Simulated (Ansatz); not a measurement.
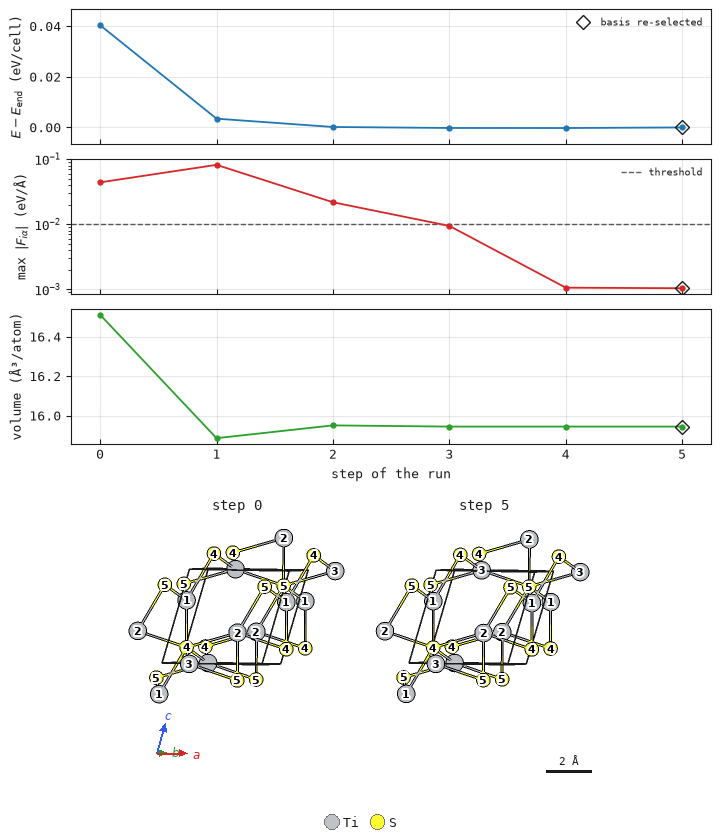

First and last geometry of a relaxation of a crystal of Ti$_{3}$S$_{2}$ (set up in R32), with the history of the run. The picture is a ball-and-stick view of the cell of the calculation, seen from a free direction.

The run lets cell and atoms move.

The calculation used Kohn-Sham DFT of a periodic cell, PBEsol, Ansatz PAW in Ansatz.

The input:
```yaml
crystal:
  lattice:
    - [2.7131139241, 1.5664170544, 3.2376184047]
    - [-2.7131139241, 1.5664170544, 3.2376184047]
    - [0.0, -3.1328341088, 3.2376184047]
  atoms:
    - { symbol: Ti, position: [0.0, 0.335655, 0.664345] }
    - { symbol: Ti, position: [0.664345, 0.0, 0.335655] }
    - { symbol: Ti, position: [0.335655, 0.664345, 0.0] }
    - { symbol: S, position: [0.167839, 0.167839, 0.167839] }
    - { symbol: S, position: [0.832161, 0.832161, 0.832161] }
hamiltonian:
  xc: pbesol
  pseudopotentials: { kind: paw }
kpoints:
  mp_grid: { grid: [6, 6, 6] }
scf:
  occupations: { method: fermi_dirac, width: 0.05 }
output:
  forces: true
  stress: true
  eigenvalues: true
relax:
  f_tol: 0.01
  max_steps: 40
  cell: { stress_tol: 0.05 }
```

Run as
```bash
ansatz run input.yaml --threads 2 --pin off --max-ram 5632MiB --backend cpu --events-out ev --progress --plain --runs-dir out
```

What do the curves and the structures tell?

It converged. The energy falls by 40.4 meV per cell of the calculation in 4 accepted moves (5 points after the start). The largest force component goes from 0.044 to 0.001 eV/Å. Pressure: −4.47 GPa at the start and 0.00 GPa at the end. At 1 point the geometry stayed and the basis and grid were re-selected for the new cell (energy shift of 0.2 meV per cell of the calculation at most each time). The atoms keep their places relative to the cell (all moves are under 0.005 Å). The volume changes by −3.4 %, with a = b = c 4.505 → 4.453 Å (−1.2 %). Some distances before and after: Ti1–Ti2 3.122 → 3.083 Å, Ti1–Ti2 (another image) 3.155 → 3.125 Å, Ti1–S4 2.415 → 2.387 Å, Ti1–S4 (another image) 2.444 → 2.418 Å. The space group stays R32 (No. 155).
